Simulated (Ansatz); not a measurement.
System: Fe₂O₅, space group Pn-3m (No. 224) (one of a set of cubic test structures, which need not be the stable phase).

Input of one of the runs behind the figure:
```
crystal:
  lattice:
    - [4.877075134287, 0.0, 0.0]
    - [0.0, 4.877075134287, 0.0]
    - [0.0, 0.0, 4.877075134287]
  atoms:
    - { symbol: Fe, position: [0, 0, 0] }
    - { symbol: Fe, position: [0.5, 0.5, 0] }
    - { symbol: Fe, position: [0.5, 0, 0.5] }
    - { symbol: Fe, position: [0, 0.5, 0.5] }
    - { symbol: O, position: [0.5, 0, 0] }
    - { symbol: O, position: [0, 0.5, 0] }
    - { symbol: O, position: [0, 0, 0.5] }
    - { symbol: O, position: [0.5, 0.5, 0.5] }
    - { symbol: O, position: [0.75, 0.75, 0.25] }
    - { symbol: O, position: [0.75, 0.25, 0.75] }
    - { symbol: O, position: [0.25, 0.75, 0.75] }
    - { symbol: O, position: [0.75, 0.25, 0.25] }
    - { symbol: O, position: [0.25, 0.75, 0.25] }
    - { symbol: O, position: [0.25, 0.25, 0.75] }
kpoints:
  mp_grid: { grid: [11, 11, 11] }
hamiltonian:
  xc: pbe
  pseudopotentials: { kind: paw, source: ansatz }
scf:
  occupations: { method: fermi_dirac, width: 0.061225619053 }
  convergence: { dr2_threshold: "1e-9 eV" }
  max_iter: 300
output:
  forces: true
  stress: true
```

Launched with:
```bash
ansatz run input.yaml --threads 1
```

How it was computed, with Ansatz 0.2.0 development build: equation of state of a cubic crystal from periodic Kohn-Sham density functional theory without spin, third-order Birch-Murnaghan fit to the free energies; pressure corrected for the finite basis. Level: PBE.

```tsv
setting	value
structure type	cubic X2O5
atoms in cell	14
space group number	224
lattice centring	simple cubic
k mesh	11×11×11
occupation method	Fermi–Dirac
occupation width	0.06123 eV
wave cutoff	930 eV
datasets	hand-made PAW
density tolerance	1e-09 eV
bands	76
density cutoff ratio	5
search for lower states	default
```

Predict the energy above the lowest point against volume. The volume takes the values 7.7889, 7.9547, 8.1204, 8.2861, 8.4518, 8.6175, 8.7833 Å³/atom.

A third-order Birch–Murnaghan fit gives V0 = 8.29 Å³/atom, B0 = 212 GPa and B′ = 4.6. The energy above the lowest point is 22.3 meV/atom at volume 7.7889 Å³/atom and 17.7 meV/atom at 8.7833 Å³/atom; the lowest computed point is at volume 8.2861 Å³/atom (0.0 meV/atom), and no other minimum shows.

```tsv
volume (Å³/atom)	energy above the lowest point (meV/atom)
7.7889	22.3
7.9547	9.5
8.1204	2.3
8.2861	0.0
8.4518	2.1
8.6175	8.1
8.7833	17.7
```

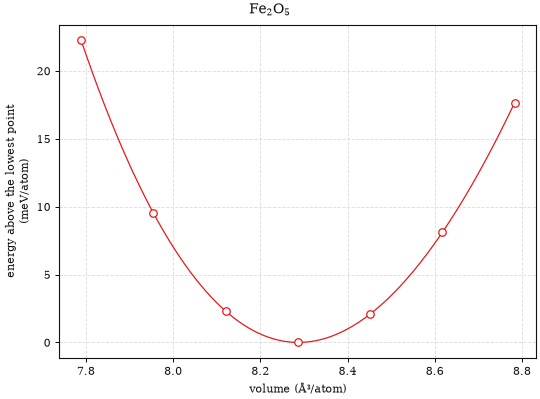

Caveats: cubic model structure, not the ambient form; modest k-mesh, values are not fully converged in k; no spin polarisation, a magnetic state may lie lower.
